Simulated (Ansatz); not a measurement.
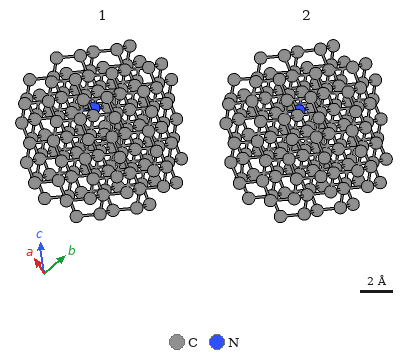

Two geometries of a defect cell of composition C$_{127}$N, drawn at one scale. One is the start of a relaxation, the other its converged end. A ball-and-stick model of the atoms within 5.8 Å of the atom that moves most (axes of the cell of the calculation (origin shifted)), seen from a free direction.

These are results of DFT, PBEsol, PAW, plane waves in Ansatz 0.2.0, not measurements. (plane-wave cutoff 420 eV; k-point mesh 1 × 1 × 1; mesh shifted by (0.25, 0.25, 0.25); collinear spin; atoms relaxed in a fixed cell; force threshold 0.03 eV/Å; at most 80 steps)

Which geometry has the lower energy?

Answer. Structure 1 is the relaxed one. The atoms of the start lie slightly off their symmetric places, so part of the fall in energy undoes that. A C atom moves most: 0.25 Å along [1 1 −3]. Largest moves by element: C 0.25 Å, N 0.19 Å. The cell doesn't change. Near-neighbour distances that change, for instance: C–N 1.553 → 1.992 Å, C–C 1.630 → 1.539 Å, C–C 1.457 → 1.539 Å, C–C 1.557 → 1.476 Å. Bond angles that change, for instance: C–C–C 111.1° → 102.6°, C–C–C 107.6° → 115.7°, C–C–C 108.8° → 102.8°. After 8 geometry steps the energy has fallen by 4.444 eV per cell of the calculation. Largest force component: 3.2 eV/Å at the start, 0.0076 eV/Å at the end. Cost: 22 s on 1 × NVIDIA GB300 Max-Q with 8 threads of Arm Neoverse-V2, peak memory 2 GiB.
